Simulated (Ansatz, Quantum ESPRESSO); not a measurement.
# Evanescent states of LiF, rock salt type, lattice constant set to 4.128 Å, part 3 of 3

Wanted: the complex band structure of LiF, rock salt type, lattice constant set to 4.128 Å, as for a tunnel barrier.

Quantum ESPRESSO 7.5; plane-wave DFT, LDA, GBRV ultrasoft pseudopotentials; cross-check by Ansatz 0.2.0 with PAW datasets.

So far. Step 2 (Self-consistent run): The run needed 8 iterations to bring the estimated error under 1e-09 Ry.

The structure was built from a prototype and need not be the compound's stable phase.

**4. Complex band structure, with epsproj = 0.001**

Level of this step: complex band structure by pwcond; plane-wave DFT, LDA, GBRV ultrasoft pseudopotentials (Quantum ESPRESSO).

How much does a setting matter? One run is repeated with a change.

File cbs.w.in:

```
&inputcond
  outdir = './out'
  prefixl = 'scf'
  band_file = 'cbs.w'
  ikind = 0
  ewind = 4.0
  epsproj = 0.001
  nz1 = 7
  energy0 = 9.9
  denergy = -0.3
/
4
  0.00000000 0.00000000 1.00000000
  0.50000000 0.00000000 1.00000000
  0.50000000 0.50000000 1.00000000
  0.25000000 0.00000000 1.00000000
41
```

Started as:

```bash
OMP_NUM_THREADS=1 mpirun -n 2 pwcond.x -in cbs.w.in > cbs.w.out
```

Numbers of over 12 decimals in the logs are rounded to 6 here.

Output:

```text
[banner, memory and clock lines left out]
Program PWCOND v.7.5 starts
[citation notice left out]

[...]
./out/scf.save/

     IMPORTANT: XC functional enforced from input :
     Exchange-correlation= PZ
                           (   1   1   0   0   0   0   0)
     Any further DFT definition will be discarded
     Please, verify this is what you really want

     Reading collected, re-writing distributed wavefunctions

===== INPUT FILE containing the left lead =====

     GEOMETRY:

     lattice parameter (alat)  =       5.5160  a.u.
     the volume                =     237.3481 (a.u.)^3
     the cross section         =      30.4262 (a.u.)^2
     l of the unit cell        =       1.4142 (alat)
     number of atoms/cell      =            4
     number of atomic types    =            2

     crystal axes: (cart. coord. in units of alat)
               a(1) = (  1.0000  0.0000  0.0000 )
               a(2) = (  0.0000  1.0000  0.0000 )
               a(3) = (  0.0000  0.0000  1.4142 )

   Cartesian axes

     site n.     atom                  positions (alat units)
          1        Li     tau(  1)=(  0.0000  0.0000  1.4142  )
          2        F      tau(  2)=(  0.5000  0.5000  1.4142  )
          3        Li     tau(  3)=(  0.5000  0.5000  0.7071  )
          4        F      tau(  4)=(  0.0000  0.0000  0.7071  )

     nr1s                      =           24
     nr2s                      =           24
     nr3s                      =           32
     nr1sx                     =           24
     nr2sx                     =           24
     nr3sx                     =           32
     nr1                       =           25
     nr2                       =           25
     nr3                       =           36
     nr1x                      =           25
     nr2x                      =           25
     nr3x                      =           36

 _______________________________
  Radii of nonlocal spheres:

     type       ibeta     ang. mom.          radius (alat units)
       Li         1         0                    0.3655
       Li         2         0                    0.3655
       Li         3         0                    0.3655
       Li         4         1                    0.3655
       Li         5         1                    0.3655
       F          1         0                    0.2560
       F          2         0                    0.2560
       F          3         1                    0.2560
       F          4         1                    0.2560
----- General information -----

----- Complex band structure calculation -----

     nrx                       =           24
     nry                       =           24
     nz1                       =            7

     energy0               =         9.9E+00
     denergy               =        -3.0E-01
     nenergy               =         41
     ecut2d                =         4.0E+01
     ewind                 =         4.0E+00
     epsproj               =         1.0E-03

     number of k_|| points=    4
                       cryst. coord.
        k(    1) = (   0.0000000   0.0000000), wk =   0.2500000
        k(    2) = (   0.5000000   0.0000000), wk =   0.2500000
        k(    3) = (   0.5000000   0.5000000), wk =   0.2500000
        k(    4) = (   0.2500000   0.0000000), wk =   0.2500000
----- Information about left lead -----

     nocros                   =           17
     noins                    =           17
     norb                     =           51
     norbf                    =           51
     nrz                      =           32

      iorb      type   ibeta   ang. mom.   m       position (alat)
        1        1       1        0        1   taunew(   1)=(  0.0000  0.0000  0.0000)
        2        1       2        0        1   taunew(   2)=(  0.0000  0.0000  0.0000)
[...]
51        2       4        1        3   taunew(  51)=(  0.5000  0.5000  1.4142)
    k slab    z(k)  z(k+1)     crossing(iorb=1,norb)
    1   0.0000 0.0442 0.0442   111111111111111110000000000000000000000000000000000
    2   0.0442 0.0884 0.0442   111111111111111110000000000000000000000000000000000
[...]
32   1.3700 1.4142 0.0442   000000000000000000000000000000000011111111111111111
 ngper, shell number =           97          16
 ngper, n2d =           97          34
---  E-Ef =    9.9000000  k =    0.0000000   0.0000000
---  ie =          1  ik =          1
 Nchannels of the left tip =            1
 Right moving states:
   k1(2pi/a)   k2(2pi/a)   E-Ef (eV)
   0.4262692  -0.0000000   9.9000000
 Left moving states:
   k1(2pi/a)   k2(2pi/a)   E-Ef (eV)
  -0.4262692  -0.0000000   9.9000000

---  E-Ef =    9.6000000  k =    0.0000000   0.0000000
---  ie =          2  ik =          1
 Nchannels of the left tip =            1
 Right moving states:
   k1(2pi/a)   k2(2pi/a)   E-Ef (eV)
   0.3835985  -0.0000000   9.6000000
 Left moving states:
   k1(2pi/a)   k2(2pi/a)   E-Ef (eV)
  -0.3835986  -0.0000000   9.6000000
[... further energies and points left out ...]
---  E-Ef =   -1.8000000  k =    0.2500000   0.0000000
---  ie =         40  ik =          4
 Nchannels of the left tip =            1
 Right moving states:
   k1(2pi/a)   k2(2pi/a)   E-Ef (eV)
  -0.4771508   0.0000000  -1.8000000
 Left moving states:
   k1(2pi/a)   k2(2pi/a)   E-Ef (eV)
   0.4771508  -0.0000000  -1.8000000

---  E-Ef =   -2.1000000  k =    0.2500000   0.0000000
---  ie =         41  ik =          4
 Nchannels of the left tip =            1
 Right moving states:
   k1(2pi/a)   k2(2pi/a)   E-Ef (eV)
   0.3459580  -0.0000000  -2.1000000
 Left moving states:
   k1(2pi/a)   k2(2pi/a)   E-Ef (eV)
  -0.3459580  -0.0000000  -2.1000000

[...]
```

Elapsed: 8.2 s, on 2 MPI ranks of Intel Xeon 6975P-C (Granite Rapids), shared host; peak memory 0.11 GiB; 16 s of CPU time.

The changed values were drawn from a wide range, not chosen for quality; the comparison shows what they did here together.

Beside the run it was changed from:

```csv
quantity,this run,unchanged run,difference
peak of the smallest κ at the zone centre (Å⁻¹),0.832,0.833,-0.0010
wall time (s),8.2,15,
```

The physical values in this table move by up to 0.12 %.

**5. Cross-check with Ansatz**

As a check, the same structure is run in Ansatz.

Level of this step: plane-wave DFT, LDA, Ansatz PAW (Ansatz 0.2.0).

File input.yaml:

```yaml
crystal:
  lattice:
    - [2.9189367927, 0.0, 0.0]
    - [0.0, 2.9189367927, 0.0]
    - [0.0, 0.0, 4.128]
  atoms:
    - { symbol: Li, position: [0.0, 0.0, 0.0] }
    - { symbol: F, position: [0.5, 0.5, 0.0] }
    - { symbol: Li, position: [0.5, 0.5, 0.5] }
    - { symbol: F, position: [0.0, 0.0, 0.5] }
kpoints:
  mp_grid: { grid: [8, 8, 6] }
hamiltonian:
  xc: lda
scf:
  occupations: { method: fixed }
  convergence: { dr2_threshold: 1.0e-09 }
output:
  transmission:
    leads: [[0, 0]]
    kpoints: [[0, 0], [0.5, 0], [0.5, 0.5], [0.25, 0]]
    e_range: [-2.1, 9.9]
    de: 0.3
```

Started as:

```bash
ansatz run input.yaml --threads 2 --pin off --max-ram 4096MiB --backend cpu --events-out ev --progress --plain --runs-dir out
```

Output:

```text
Engine: ansatz 0.2.0, x86_64-unknown-linux-gnu
Pseudopotentials: kind: paw
Pseudopotential: Li, paw, valence charge 3, recommended cutoff 420 eV (normal), Li.paw.azcp
Pseudopotential: F, paw, valence charge 7, recommended cutoff 420 eV (normal), F.paw.azcp
Functional definition: SPW92
  exchange = slater_x
  correlation = pw_c
Crystal: 4 atoms, lattice volume = 35.171 Å³
Basis set: ecut = 420 eV, 673 PW (Γ)
Bands: 14, of which v1, the nominal top of the filled ones, is band 10 counted from 1 (9 counted from 0)
Symmetry: 32 space group operations
Space group: Fm-3m (ITA 225), of the structure as read, at distance tolerance 3.3e-5 Å
k-points: 60 of 384
Non-local potential: Li, projectors of the file, l = 0: 3, l = 1: 2, l = 2: 1
Non-local potential: F, projectors of the file, l = 0: 2, l = 1: 2, l = 2: 1
PAW form: soft (Blöchl's): semilocal exchange-correlation on the pseudo side does not see the compensation charge
PAW frozen core: F, regenerated for the run's functional, and the local potential with it (the file was generated under x = pbe(κ = 0.804, μ = 0.219515), c = pbe(β = 0.066725))
PAW one-centre angular grid: Li, 110 points (default); XC on 64 Gauss nodes
PAW one-centre angular grid: F, 110 points (default); XC on 64 Gauss nodes
Initial density: superposition of atomic densities (neutral atoms: chi_scale 0, normalization atom), corrected by the library's trained network
Initial wavefunctions: pseudopotential atomic-orbital guess
Functional: x = slater, c = lda
SCF iter   1: F=—  HF=-1997.242007 eV  |F-HF|=—  |Δ(HF+E_count)|=         —  Δρ=2.05e-2  dr2=1.03e-1  ethr=1.77e-3  ⟨swp⟩=3.9  Hψ=3385  notcnv=0  defer=93
preconditioner: auto → none  [insulator: Δε(μ)=7.986 eV  Ē_g=18.780 eV  n_scr=6 (ndim 8)  ℏωp=25.0 eV  f_vac=0.000  ε∞_Penn≈2.8]
SCF iter   2: F=—  HF=-1997.209913 eV  |F-HF|=—  |Δ(HF+E_count)|=   3.21e-2  Δρ=1.07e-2  dr2=1.76e-2  ethr=5.16e-4  ⟨swp⟩=2.3  Hψ=1870  notcnv=0  defer=115
SCF iter   3: F=—  HF=-1997.202944 eV  |F-HF|=—  |Δ(HF+E_count)|=   6.97e-3  Δρ=1.94e-3  dr2=6.54e-4  ethr=8.79e-5  ⟨swp⟩=2.2  Hψ=1355  notcnv=0  defer=108
SCF iter   4: F=—  HF=-1997.202144 eV  |F-HF|=—  |Δ(HF+E_count)|=   8.00e-4  Δρ=2.57e-4  dr2=1.32e-5  ethr=3.27e-6  ⟨swp⟩=2.0  Hψ=1466  notcnv=0  defer=100
SCF iter   5: F=—  HF=-1997.202132 eV  |F-HF|=—  |Δ(HF+E_count)|=   1.19e-5  Δρ=9.81e-6  dr2=1.02e-8  ethr=6.60e-8  ⟨swp⟩=2.2  Hψ=1018  notcnv=0
SCF iter   6: F=—  HF=-1997.202132 eV  |F-HF|=—  |Δ(HF+E_count)|=   6.20e-8  Δρ=1.01e-6  dr2=9.88e-11  ethr=5.00e-12  ⟨swp⟩=3.2  Hψ=2336  notcnv=0
SCF iter   7: F=-1997.202132 eV  HF=-1997.202132 eV  |F-HF|=2.73e-12  |Δ(HF+E_count)|=  1.14e-12  Δρ=1.73e-7  dr2=4.42e-12  ethr=1.00e-12  ⟨swp⟩=1.0  Hψ=2426  notcnv=0
SCF 1 converged in 7 iterations: F = -1997.202132 eV  dr2 = 4.42e-12
  greatest PAW one-centre occupation: 1.000 electrons in one spin orbital (limit 2), on the Li atom at site 2 (counted from 0), in its partial waves of l = 0
transmission: 6 of 24 steps passed
transmission: 12 of 24 steps passed
transmission: 18 of 24 steps passed
transmission: 24 of 24 steps passed
SCF converged after 7 iterations
Free energy (F): -1997.202132 eV
Harris-Foulkes:  -1997.202132 eV  (|F-HF|=2.73e-12)
Internal energy: -1997.202132 eV  (E = F + TS)
E sigma→0 (E₀):  -1997.202132 eV
Fermi energy:    0.018793 eV
--- Per-component energies (eV) ---
  E_band       = -247.882501
  E_kinetic    = 455.206562
  E_local      = -1320.245018  (includes V_loc(G=0)·N_el)
  E_nonlocal   = 85.455261
  E_hartree    = 460.078694
  E_xc         = -178.549525
  E_vxc        = -231.360908  (∫ρ·V_xc dr)
  E_paw        = -412.112160  (= ΣΔE_a)
  E_vpaw       = -157.100068  (= ΣTr[D̂ρ^β])
  E_aug_tail   = 0.004205  (compensation charges beyond the density's cutoff)
  E_ewald      = -1087.266655
  E_core_change = 0.226503  (= ΣΔE_core)
  E_smearing   = -0.000000  (= −TS)
  E_closure    = 0.000000  (closes the sum)
  Σ components = -1997.202132   (vs F -1997.202132, Δ=0.00e0)
--- Band table (eV; the first three rows and the last of 60) ---
  k-point 0: bands = [... 6 lower, -0.9047, 0.0172, 0.0173, 0.0173, 8.2315, 13.7786, 15.7337, 16.3024]
  k-point 1: bands = [... 6 lower, -0.8448, -0.1584, -0.0467, -0.0467, 8.5140, 13.1457, 15.9753, 16.7251]
  k-point 2: bands = [... 6 lower, -0.6809, -0.6452, -0.2194, -0.2194, 9.3114, 11.8629, 16.6989, 17.5462]
  k-point 59: bands = [... 6 lower, -1.9093, -1.9093, -0.7245, -0.7245, 14.0982, 14.0982, 14.0982, 14.0982]
--- Transmission ---
  basis      : 69 plane waves across, 6 finite elements along
  points     : 4, as listed
  energies   : 41 from -2.100000 to 9.900000 eV about the Fermi level, 0.300000 eV apart; the leads are filled to 4.106339 eV, and channels, transmission and decay are at 4.200000 eV
  crystal 0  : Li2F2, at the sites [0, 0], period 4.1280 Å: whole cells are its period
    offset         : up to 0.0000 Å between an atom of the period and one for which it stands
    channels       : 0.000000e0 a spin
    conductance    : none, the energies end too early or step too widely for 300 K: set another output.transmission.e_range or a lower de, or, where they end at an eighth of basis.ecutwfc, a higher one
    slowest decay  : 0.7061 /Å at (0.5000, 0.0000)
```

Wall time 2.1 s (2 threads); peak memory 0.37 GiB.

Read from the output:

* free energy: -1997.2021 eV
* gap by band count: 8.213 eV
* symmetry operations: 32
* slowest decay at the grid energy nearest mid-gap: 0.7061 Å⁻¹
* peak of the smallest κ at the zone centre: 0.8371 Å⁻¹
* peak of the smallest κ at (1/4, 0): 0.7894 Å⁻¹
* valence top, on the run's zero: 0.01879 eV

K across = (0, 0) in the cell's reciprocal vectors; values within 0.0025 1/Å of each other count once, columns are sorted by size at each energy, a dash where no further value was kept. Im kz of the slowest decaying states against energy, zero at the highest filled level of the SCF mesh:

```csv
energy (eV),decay 1 (Å⁻¹),decay 2 (Å⁻¹),decay 3 (Å⁻¹)
-2.10,0.973,1.47,-
-1.50,0.721,1.45,-
-0.60,1.42,-,-
0.00,0.0327,0.0474,1.41
0.60,0.451,0.700,1.42
1.50,0.677,1.00,-
2.10,0.766,1.14,1.48
2.70,0.818,1.24,1.44
3.60,0.836,1.39,1.41
4.20,0.817,1.39,-
5.10,0.755,1.37,-
5.70,0.695,1.36,-
6.30,0.619,1.34,-
7.20,0.463,1.32,-
7.80,0.300,1.30,1.45
8.40,1.29,1.39,-
9.30,1.26,1.30,1.50
9.90,1.23,1.24,1.47
```

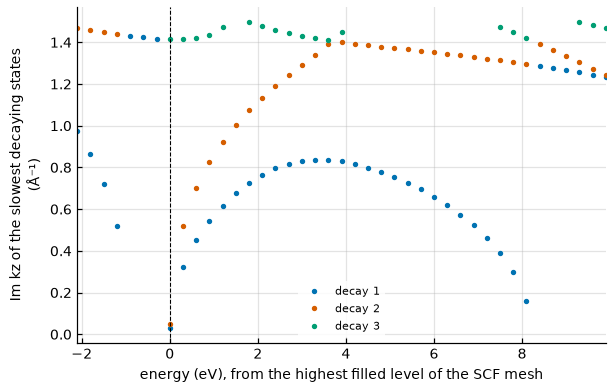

Im kz of the slowest decaying states, plotted against energy.

K across = (0, 0) in the cell's reciprocal vectors. Re kz of states that move upwards against energy, zero at the highest filled level of the SCF mesh:

```csv
energy (eV),channel 1 (Å⁻¹),channel 2 (Å⁻¹),channel 3 (Å⁻¹)
-2.10,0.493,-,-
-1.50,0.710,-,-
-0.60,-0.480,0.624,0.624
0.00,-,-,-
0.60,-,-,-
1.50,-,-,-
2.10,-,-,-
2.70,-,-,-
3.60,-,-,-
4.20,-,-,-
5.10,-,-,-
5.70,-,-,-
6.30,-,-,-
7.20,-,-,-
7.80,-,-,-
8.40,0.206,-,-
9.30,0.509,-,-
9.90,0.646,-,-
```

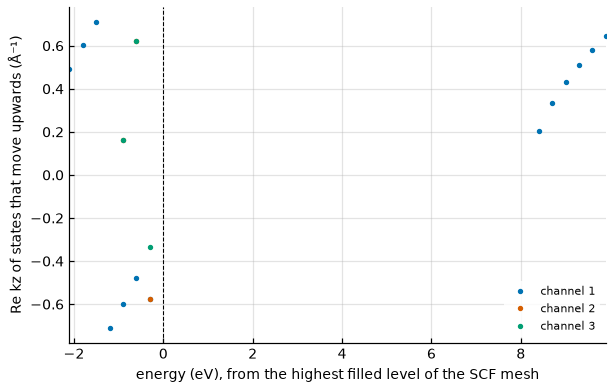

Re kz of states that move upwards, plotted against energy.

K across = (1/2, 0) in the cell's reciprocal vectors; values within 0.0025 1/Å of each other count once, columns are sorted by size at each energy, a dash where no further value was kept. The Im kz of the slowest decaying states by energy, zero at the highest filled level of the SCF mesh:

```csv
energy (eV),decay 1 (Å⁻¹),decay 2 (Å⁻¹),decay 3 (Å⁻¹)
-2.10,-,-,-
-1.50,0.124,1.47,-
-0.60,1.13,-,-
0.00,0.245,0.961,-
0.60,0.444,1.25,-
1.50,0.582,1.38,-
2.10,0.634,1.42,-
2.70,0.669,1.45,1.48
3.60,0.698,1.46,1.46
4.20,0.706,1.44,1.46
5.10,0.703,1.40,1.45
5.70,0.691,1.38,1.44
6.30,0.671,1.36,1.43
7.20,0.625,1.32,1.40
7.80,0.580,1.29,1.38
8.40,0.519,1.27,1.36
9.30,0.375,1.23,1.32
9.90,0.168,1.20,1.29
```

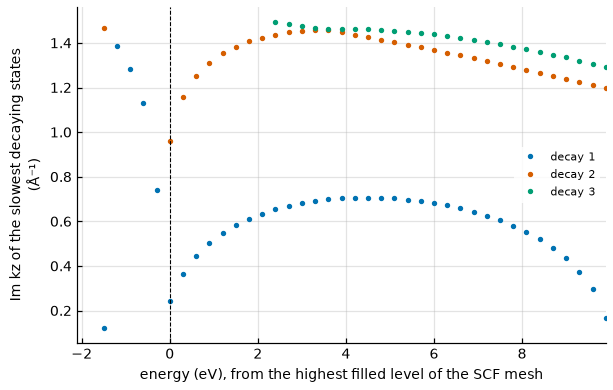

Im kz of the slowest decaying states, plotted against energy.

K across = (1/2, 1/2) in the cell's reciprocal vectors; values within 0.0025 1/Å of each other count once, columns are sorted by size at each energy, a dash where no further value was kept. Table of Im kz of the slowest decaying states by energy, zero at the highest filled level of the SCF mesh:

```csv
energy (eV),decay 1 (Å⁻¹),decay 2 (Å⁻¹)
-2.10,0.834,-
-1.50,0.664,-
-0.60,0.362,0.384
0.00,0.576,0.686
0.60,0.702,0.803
1.50,0.829,0.897
2.10,0.890,0.936
2.70,0.939,0.964
3.60,0.992,0.999
4.20,1.00,1.03
5.10,1.01,1.08
5.70,1.02,1.11
6.30,1.02,1.14
7.20,1.01,1.21
7.80,1.00,1.30
8.40,0.993,1.38
9.30,0.975,1.32
9.90,0.961,1.28
```

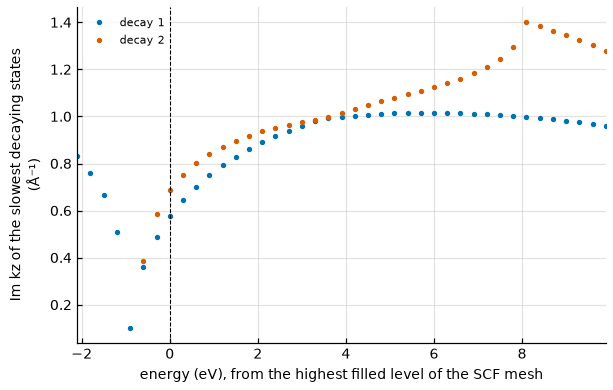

Im kz of the slowest decaying states, plotted against energy.

K across = (1/4, 0) in the cell's reciprocal vectors; values within 0.0025 1/Å of each other count once, columns are sorted by size at each energy, a dash where no further value was kept. The Im kz of the slowest decaying states by energy, zero at the highest filled level of the SCF mesh:

```csv
energy (eV),decay 1 (Å⁻¹),decay 2 (Å⁻¹),decay 3 (Å⁻¹)
-2.10,0.420,1.14,-
-1.20,0.768,-,-
-0.30,-,-,-
0.00,0.139,0.205,-
0.60,0.475,0.852,-
1.50,0.636,1.28,-
2.40,0.718,-,-
3.30,0.764,-,-
4.50,0.788,1.47,-
5.40,0.786,1.44,-
6.30,0.767,1.40,1.50
7.20,0.729,1.37,1.47
8.10,0.661,1.33,1.44
9.00,0.514,1.29,1.41
9.90,0.827,1.25,1.37
```

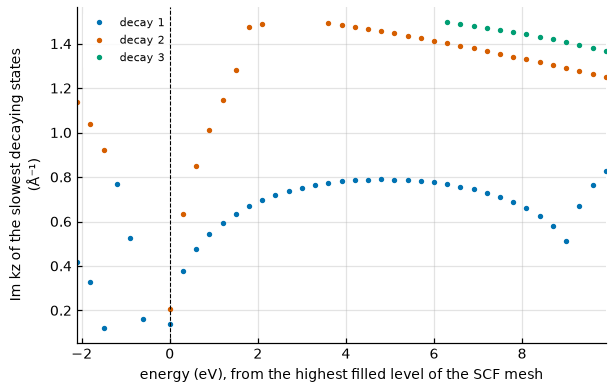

Im kz of the slowest decaying states against energy.

**6. Worked from the printed numbers**

T falls as exp(−2κd). With κ = 0.703 1/Å, 10 Å of barrier pass exp(−2 × 0.703 × 10) = 7.8e-7 of that channel, interfaces aside.

**7. Results**

| Property | Result |
| --- | --- |
| gap on the SCF mesh | 8.19 eV |
| smallest κ at mid-gap among the four k points, at (1/2, 0) | 0.703 Å⁻¹ |
| peak of the smallest κ in the stop band at the zone centre | 0.833 Å⁻¹ |
| peak of the smallest κ in the stop band at (1/4, 0) | 0.788 Å⁻¹ |
| energy of the peak at the zone centre, over the highest filled level | 3.30 eV |
| peak at the zone centre by Ansatz | 0.837 Å⁻¹ |

What this shows: With a gap of 8.19 eV on the mesh, the smallest κ at mid-gap among the four k points, at (1/2, 0) is 0.703 Å⁻¹ (LDA, GBRV ultrasoft). For a barrier with the Fermi level at mid-gap the slowest state found, at (1/2, 0), loses a factor of ten in probability every 1.6 Å or so. Stop bands away from the zone centre are mostly wider than the gap, so their peaks can lie above the conduction bottom. At the zone centre pwcond's peak is 0.833 and Ansatz's 0.837 1/Å, 0 % apart. The cell is the a/√2 one, turned by 45°, with two primitive cells, so X along [001] folds onto kz = 0. A semilocal gap is too small, often by a third to a half and by more in narrow-gap crystals, so real barriers decay faster.

[Logs are printed without paths, hosts, clocks, repeated set-up lines and the standing remarks that a program may print on its own settings, such as how far it seeks lower states.]

[Hosts, paths, dates, database ids (printed as entryN), source tags and the programs' standing remarks are cut or masked in the printed files.]

[Maps of the electrostatic potential energy from Ansatz leave out the sawtooth potential of an applied field or a dipole correction, so their vacuum need not be flat; planar profiles and work functions include it.]
